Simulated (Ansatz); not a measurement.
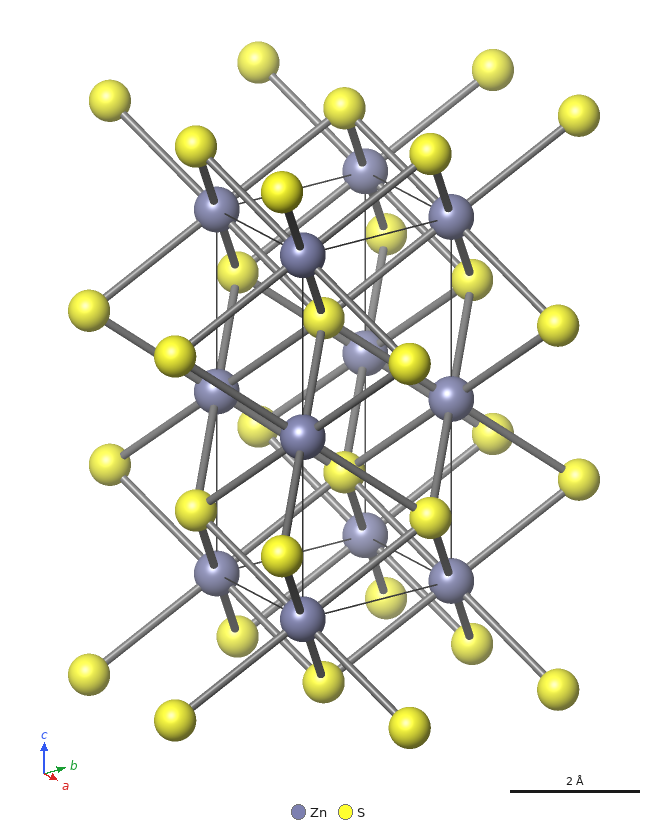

This ball-and-stick model is shown slightly off an axis. Atoms at the boundary of the conventional unit cell (the box) are drawn once for each face, edge or corner they touch. Atoms just outside the outline that bond to atoms inside are added.

ZnS, nickel arsenide (NiAs) type, space group P6_3/mmc (No. 194), a = 3.688 Å, b = 3.688 Å, c = 5.782 Å, α = 90.00°, β = 90.00°, γ = 120.00°. The initial geometry was a structure type filled with these elements by a generator (whether the compound takes this form wasn't checked). The cell was then strained or its atoms displaced on purpose. A calculation with Ansatz used it as input.

This one geometry was computed with Ansatz (DFT, plane waves, PAW) at three levels of theory: HSE06, r2SCAN and PBE. It was relaxed with r2SCAN and then strained.

**Which level gives the highest pressure at this volume, and what does that say about its equilibrium volume?**

Highest: PBE (-0.9 GPa), which points to the largest equilibrium volume. Lowest, with the smallest volume: r2SCAN (-3.2 GPa). Levels within 0.5 GPa of each other can't be told apart.

**How does the band gap change with the level of theory?**

PBE: a gap of 0.62 eV, indirect; r2SCAN: a gap of 1.07 eV, indirect; HSE06: a gap of 1.72 eV, indirect.

**Collect the results in a table.**

| level | cutoff (eV) | k-mesh of the run's cell | gap (eV) | pressure (GPa) |
| --- | --- | --- | --- | --- |
| HSE06 | 420 | 6×6×4 | 1.72 | -2.4 |
| r2SCAN | 500 | 12×12×4 | 1.07 | -3.2 |
| PBE | 420 | 12×12×4 | 0.62 | -0.9 |

Gaps are taken on the k-mesh or band path of each run.
